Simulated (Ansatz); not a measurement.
Consider Ni.

```yaml
crystal:
  lattice:
    - [2.29210, 0.00000, 0.00000]
    - [0.00000, 2.29210, 0.00000]
    - [0.00000, 0.00000, 2.29210]
  atoms:
    - { symbol: Ni, position: [0.00000, 0.00000, 0.00000] }
```

Space group Pm-3m; set up as Ni, simple cubic; a generated structure, not necessarily the stable one; computed without spin polarisation.

Method: DFT, r2SCAN0, plane waves (500 eV) with PAW, scalar-relativistic in Ansatz 0.2.0.

Predict the valence pseudo-density and electron localisation function between the atoms.

Ni–Ni (2.29 Å): ρ is about 0.4 e/Å³ halfway; the ELF is about 0.25 at the midpoint: no localised pair shows between them.

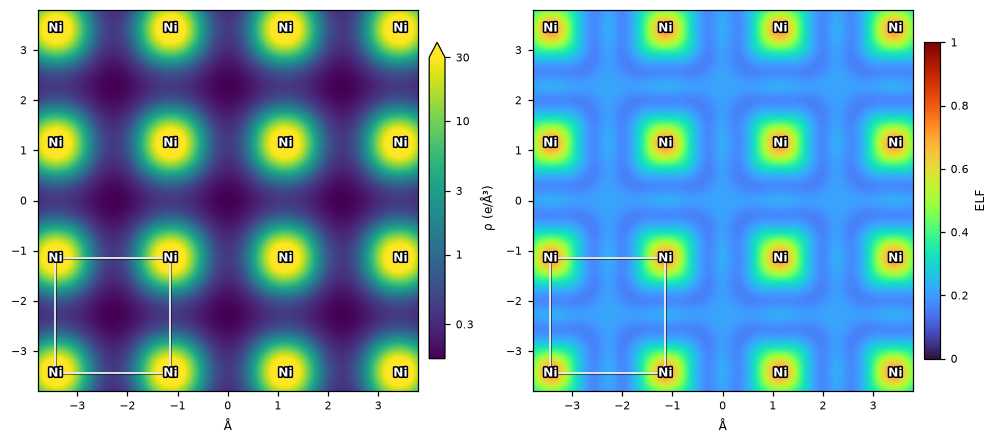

Computed valence pseudo-density and electron localisation function on the (010) plane of the conventional cell, in this order. 

The density is the valence pseudo-density of a PAW calculation; it isn't the true density close to the nuclei.
